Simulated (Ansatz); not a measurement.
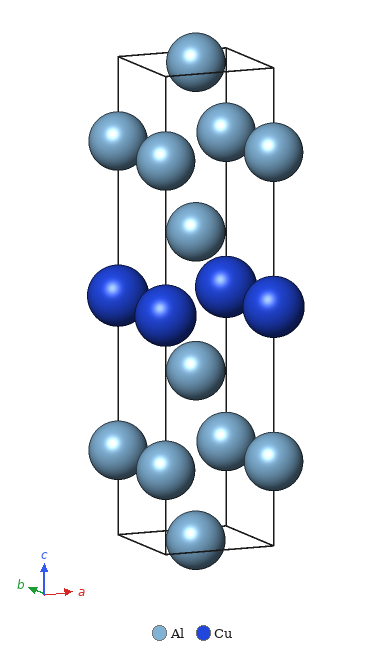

Shown here is a spheres-only view of the crystal, taken slightly off an axis. The simulation cell is drawn as a box.

The calculation's input:
```yaml
crystal:
  lattice:
    - [2.828552424, 0.0, 0.0]
    - [0.0, 2.828552424, 0.0]
    - [0.0, 0.0, 11.6623586306]
  atoms:
    - { symbol: Al, position: [0.0, 0.0, 0.8234696313] }
    - { symbol: Al, position: [0.5, 0.5, 0.0] }
    - { symbol: Al, position: [0.0, 0.0, 0.1765303687] }
    - { symbol: Al, position: [0.5, 0.5, 0.354800006] }
    - { symbol: Al, position: [0.5, 0.5, 0.645199994] }
    - { symbol: Cu, position: [0.0, 0.0, 0.5] }
basis:
  ecutwfc: 420
kpoints:
  mp_grid: { grid: [14, 14, 4] }
  band_path:
    path:
      - [[0.0, 0.0, 0.0], [0.0, 0.5, 0.0], [0.5, 0.5, 0.0], [0.0, 0.0, 0.0], [0.0, 0.0, 0.5], [0.0, 0.5, 0.5], [0.5, 0.5, 0.5], [0.0, 0.0, 0.5]]
      - [[0.0, 0.5, 0.0], [0.0, 0.5, 0.5]]
      - [[0.5, 0.5, 0.0], [0.5, 0.5, 0.5]]
    npoints: 14
hamiltonian:
  xc: pbe
scf:
  occupations: { method: gaussian, width: 0.1 }
  n_extra_bands: 15
output:
  forces: true
  stress: true
  eigenvalues: true
  populations: true
  dos: { projected: true, de: 0.02, nscf_kmesh: { grid: [17, 17, 5] } }
  bader: true
  write_density: true
  write_potential: true
  elf: true
  volumetric_format: npy
```
Run as:
```sh
ansatz run input.yaml --threads 1 --pin off --max-ram 2560MiB --backend cpu --events-out ev --progress --plain --runs-dir out
```

Calculation details: Ansatz, DFT PBE, scalar-relativistic, plane waves, PAW; a cutoff energy of 420 eV, a 14×14×4 mesh of k-points, Gaussian smearing of 0.1 eV, no spin polarisation.

Give the Bader charge of each element.

Al -0.02 to +0.54 e; Cu -1.07 e.

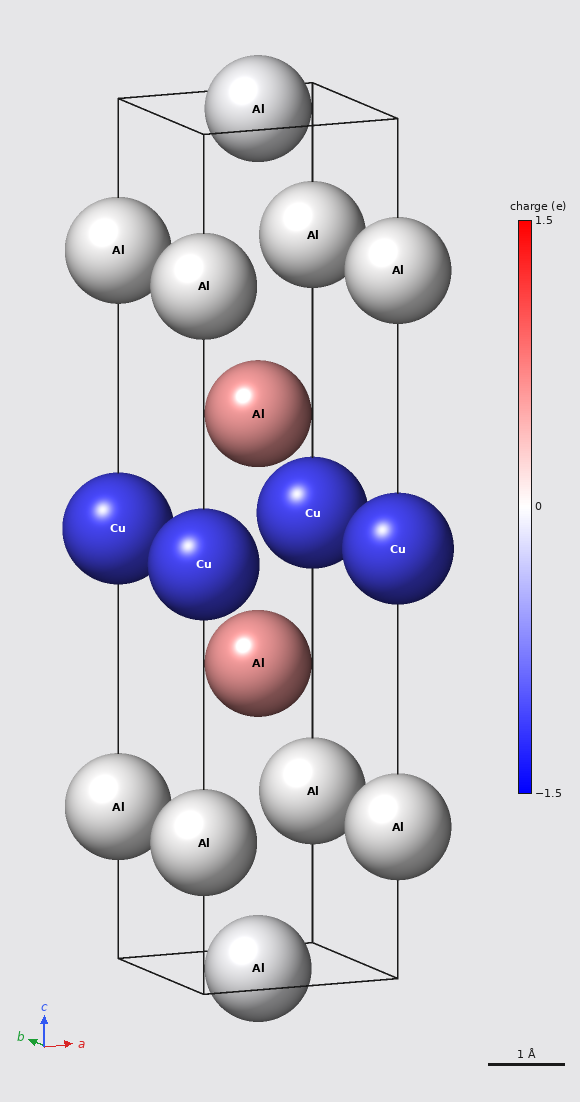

The atoms coloured by those charges.

Starting structure: a structure type filled with these elements by a generator (whether the compound takes this form wasn't checked). Earlier steps of the study, as a rule a relaxation of our own, may have changed the cell and positions, so they can lie some per cent off the listed ones. Ansatz was used for an electronic-structure calculation on it.
